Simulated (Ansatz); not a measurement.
# Al2Co: what the fields show

The calculation's input:

```
crystal:
  lattice:
    - [0.0, 3.4756882878, 3.4756882878]
    - [3.4756882878, 0.0, 3.4756882878]
    - [3.4756882878, 3.4756882878, 0.0]
  atoms:
    - { symbol: Al, position: [0.125, 0.125, 0.625] }
    - { symbol: Al, position: [0.125, 0.125, 0.125] }
    - { symbol: Al, position: [0.125, 0.625, 0.125] }
    - { symbol: Al, position: [0.625, 0.125, 0.125] }
    - { symbol: Co, position: [0.5, 0.5, 0.5], spin: 0.43 }
    - { symbol: Co, position: [0.75, 0.75, 0.75], spin: 0.43 }
basis:
  ecutwfc: 420
kpoints:
  mp_grid: { grid: [10, 10, 10] }
  band_path:
    path:
      - [[0.0, 0.0, 0.0], [0.5, 0.0, 0.5], [0.625, 0.25, 0.625]]
      - [[0.375, 0.375, 0.75], [0.0, 0.0, 0.0], [0.5, 0.5, 0.5], [0.5, 0.25, 0.75], [0.5, 0.0, 0.5]]
    npoints: 14
hamiltonian:
  xc: pbe
scf:
  occupations: { method: gaussian, width: 0.1 }
  n_extra_bands: 15
output:
  forces: true
  stress: true
  eigenvalues: true
  populations: true
  dos: { projected: true, de: 0.02, nscf_kmesh: { grid: [12, 12, 12] } }
  bader: true
  write_density: true
  write_potential: true
  elf: true
  volumetric_format: npy
magnetization:
  spin_polarized: true
checkpoint:
  read: start.run
  write: ck
  compress: false
  write_wavefunctions: false
  write_every: 100000
```

Run with:

```sh
ansatz run input.yaml --threads 1 --pin off --max-ram 2560MiB --backend cpu --events-out ev --progress --plain --runs-dir out
```

Below, planes, directions and counts refer to the conventional cell (a = 6.95 Å, b = 6.95 Å, c = 6.95 Å, α = 90.00°, β = 90.00°, γ = 90.00°).

Space group Fd-3m; a structure generated by program, which may or may not match a known phase; spin-polarised.

All numbers below come from Ansatz 0.2.0, DFT PBE, scalar-relativistic, plane waves, PAW.

The density is the valence pseudo-density of a PAW calculation; it isn't the true density close to the nuclei.

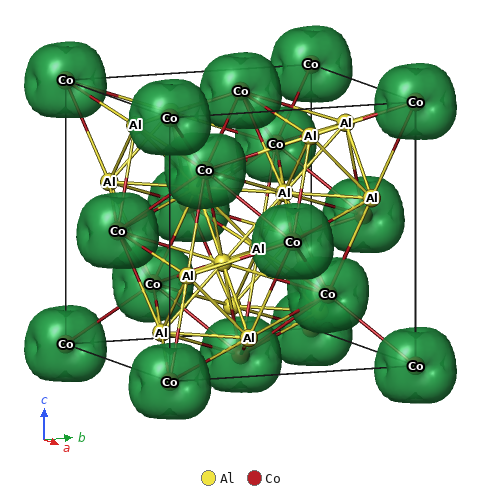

Figure 1. Isosurface of the magnetisation density (up minus down) at +0.005 e/Å³ (green), seen slightly off an axis. Sticks mark near contacts.

Describe the spin distribution.

Answer. The spin density sits on Co: +0.4 μB (×8) in one cell of 24 atoms: parallel main moments (a ferromagnetic arrangement) in this solution. The cell of the calculation (6 atoms) carries 0.6 μB of net spin moment.

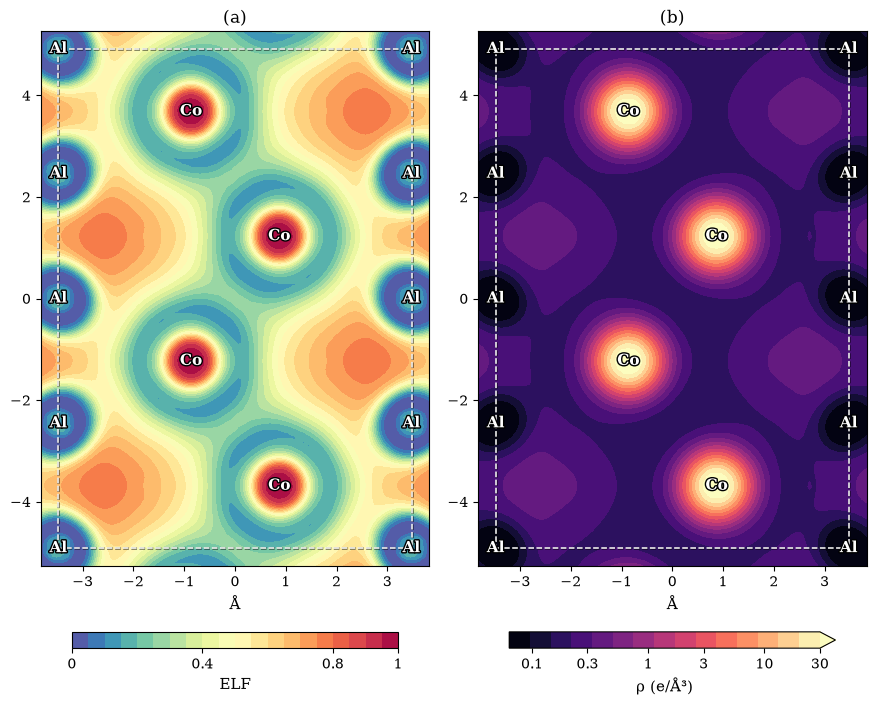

Figure 2. (a) electron localisation function; (b) valence electron density on the (011) plane of the conventional cell.

Interpret the plot.

Answer.
- The plane passes through Al and Co nuclei.
- Al–Al (2.46 Å): the density is about 0.31 e/Å³ at the midpoint; the ELF peaks at about 0.70 between the atoms.
- Al–Co (2.88 Å): ρ at the midpoint is about 0.2 e/Å³; the ELF is about 0.40 at the midpoint.
- Co–Co (3.01 Å): ρ is about 0.16 e/Å³ halfway; the ELF is about 0.25 at the midpoint: no shared electron pair shows on this line.
- Between the atoms the lowest density in this plane is 0.16 e/Å³.
- The ELF has a maximum of about 0.75 in the space between the atoms, 1.5 Å from four Al atoms, on no atom or two-centre bond.
- The features right at Co lie inside the PAW spheres, where the map follows smoothed inner orbitals and isn't to be read closely.

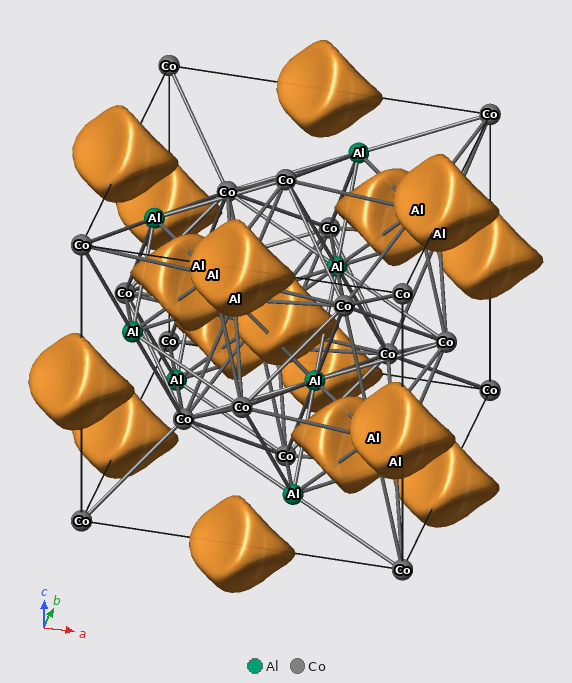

Figure 3. Isosurface of the electron localisation function at 0.65 (orange), seen at an oblique angle. Core shells and regions of very low density are left out. Sticks mark near contacts.

Identify the bonds, lone pairs and shells in this picture.

Answer. At this value the surface marks out eight pockets between the atoms, centred on no nucleus (multi-centre or interstitial), counted in one cell of 24 atoms. Regions shared between cells count once.

Does the calculation make it a metal, or give it a gap?

Answer. It is metallic or semimetallic at this level of theory: no gap opens.
